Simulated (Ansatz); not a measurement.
# SnO$_{2}$: what the fields show

Input

```
crystal:
  lattice:
    - [4.7212714757, 0.0885238402, 0.0]
    - [0.0885796216, 4.7242464866, 0.0]
    - [0.0, 0.0, 3.1900194031]
  atoms:
    - { symbol: Sn, position: [0.5, 0.5, 0.5] }
    - { symbol: Sn, position: [0.0, 0.0, 0.0] }
    - { symbol: O, position: [0.3055669669, 0.3065721211, 0.0] }
    - { symbol: O, position: [0.8055669669, 0.1934278789, 0.5] }
    - { symbol: O, position: [0.1944330331, 0.8065721211, 0.5] }
    - { symbol: O, position: [0.6944330331, 0.6934278789, 0.0] }
basis:
  ecutwfc: 420
kpoints:
  mp_grid: { grid: [6, 6, 8] }
hamiltonian:
  xc: lda
scf:
  occupations: { method: gaussian, width: 0.05 }
output:
  forces: true
  stress: true
  eigenvalues: true
  write_density: true
  write_potential: true
  elf: true
  volumetric_format: npy
```

Run with:

```sh
ansatz run input.yaml --threads 1 --pin off --max-ram 2560MiB --backend cpu --events-out ev --progress --plain --runs-dir out
```

Below, planes, directions and counts refer to the conventional cell (a = 6.55 Å, b = 6.80 Å, c = 3.19 Å, α = 90.00°, β = 90.00°, γ = 90.04°).

Space group Cmmm; a structure from a database of computed crystals, not necessarily the ambient phase; changed on purpose from its base cell (strain +0.0375 x Voigt [0, 0, 0, 0, 0, 1], atoms carried along).

Method: DFT LDA, scalar-relativistic, plane waves, PAW in Ansatz.

The density is the valence pseudo-density of a PAW calculation; it isn't the true density close to the nuclei.

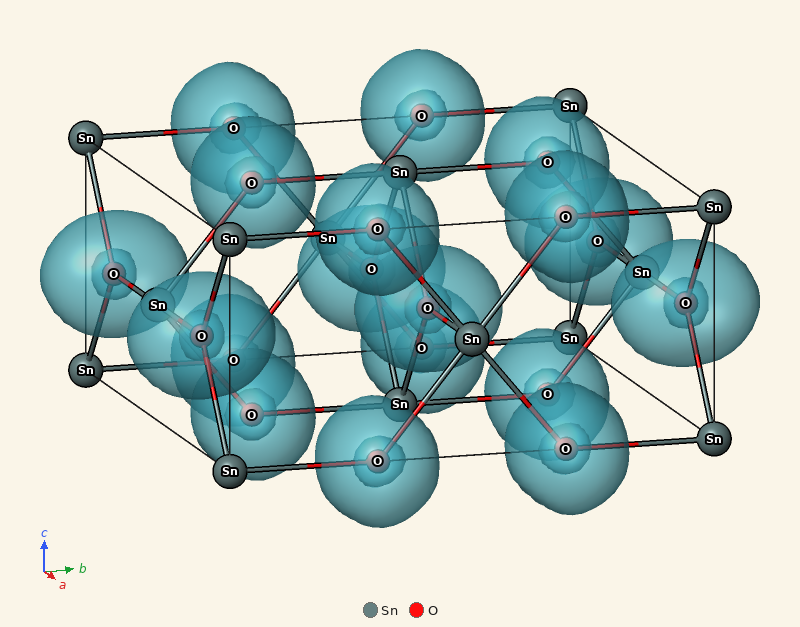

Figure 1. Isosurface of the electron localisation function at 0.65 (cyan), seen slightly off an axis. Core shells and regions of very low density are left out. Sticks mark near contacts.

### What do the ELF domains correspond to?

At this value the surface marks out eight regions wrapped around O (the valence shell of each), counted in one cell of 12 atoms. Any copies at cell faces, edges or corners count once. Profiles from the grid: Sn–O (2.01 Å): the ELF peaks at about 0.80 in the valence shell of O, 0.6 Å from its nucleus, and is about 0.25 at the midpoint; no localised pair shows between them. Sn–O (2.07 Å): the ELF peaks at about 0.80 in the valence shell of O, 0.6 Å from its nucleus, and is about 0.25 at the midpoint: no localised pair shows between them.

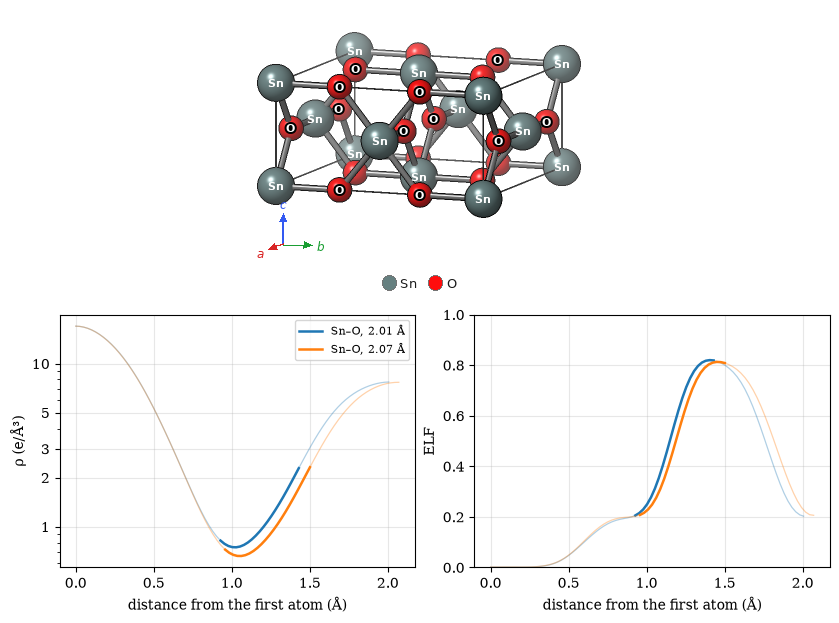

Figure 2. Valence pseudo-density and electron localisation function along straight lines between neighbouring atoms. Thin, pale parts lie inside the atomic spheres. The structure is drawn too.

### Compare the contacts.

Sn–O (2.01 Å): ρ is about 0.75 e/Å³ halfway; the ELF peaks at about 0.80 in the valence shell of O, 0.6 Å from its nucleus, and is about 0.25 at the midpoint; no shared electron pair shows on this line.
Sn–O (2.07 Å): ρ is about 0.66 e/Å³ halfway; the ELF peaks at about 0.80 in the valence shell of O, 0.6 Å from its nucleus, and is about 0.25 at the midpoint (no shared electron pair shows on this line).

### Metal or insulator at this level of theory?

It is gapped, with a Kohn–Sham gap of 1.2 eV on the k-point mesh, an upper bound to the gap of this method.
